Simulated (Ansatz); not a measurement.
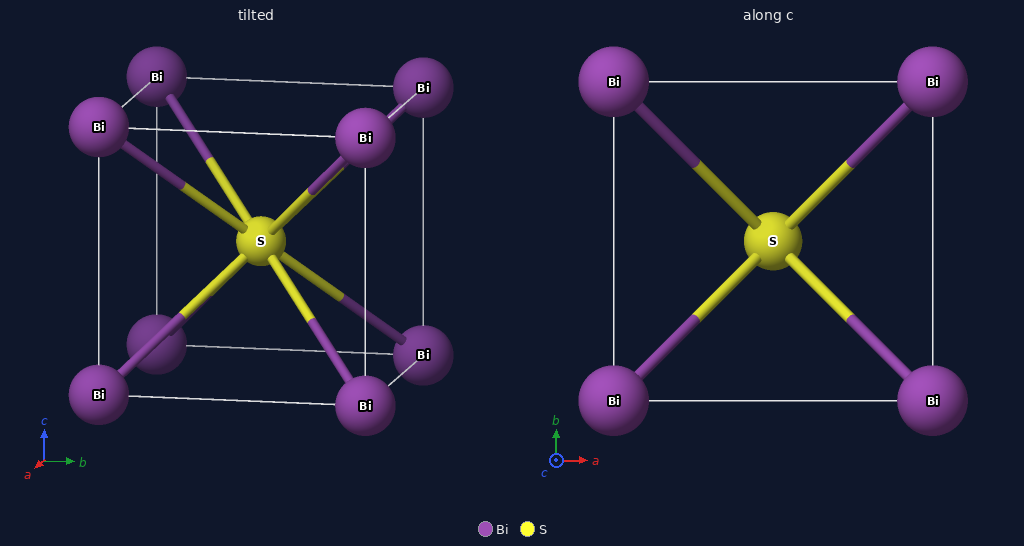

Structure drawing (ball-and-stick), viewed slightly off an axis and along the c axis. The edges of the conventional unit cell are marked.

BiS, caesium chloride (CsCl, B2) type, space group Pm-3m (No. 221), a = 3.580 Å, b = 3.580 Å, c = 3.580 Å, α = 90.00°, β = 90.00°, γ = 90.00°. Provenance: a structure type filled with these elements by a generator (whether the compound takes this form wasn't checked). Earlier steps of the study, as a rule a relaxation of our own, may have changed the cell and positions, so they can lie some per cent off the listed ones. It was run through Ansatz as a DFT input.

This one geometry was computed with Ansatz (DFT, plane waves, PAW) at five levels of theory: PBE with spin-orbit coupling, LDA, PBE, r2SCAN and PBEsol.

Which level gives the highest pressure at this volume, and what does that say about its equilibrium volume?

Highest: PBE with spin-orbit coupling (1.2 GPa), which points to the largest equilibrium volume. Lowest, with the smallest volume: LDA (-5.3 GPa). Levels within 0.5 GPa of each other can't be told apart.

How does the band gap change with the level of theory?

All levels give a metal, though semilocal functionals underestimate gaps and can close a small one.

Collect the results in a table.

| level | cutoff (eV) | k-mesh of the run's cell | gap (eV) | pressure (GPa) |
| --- | --- | --- | --- | --- |
| PBE with spin-orbit coupling | 420 | 10×10×10 | metal | 1.2 |
| LDA | 420 | 10×10×10 | metal | -5.3 |
| PBE | 420 | 10×10×10 | metal | 0.0 |
| r2SCAN | 500 | 10×10×10 | metal | -0.8 |
| PBEsol | 420 | 10×10×10 | metal | -3.7 |

Gaps are taken on the k-mesh or band path of each run.
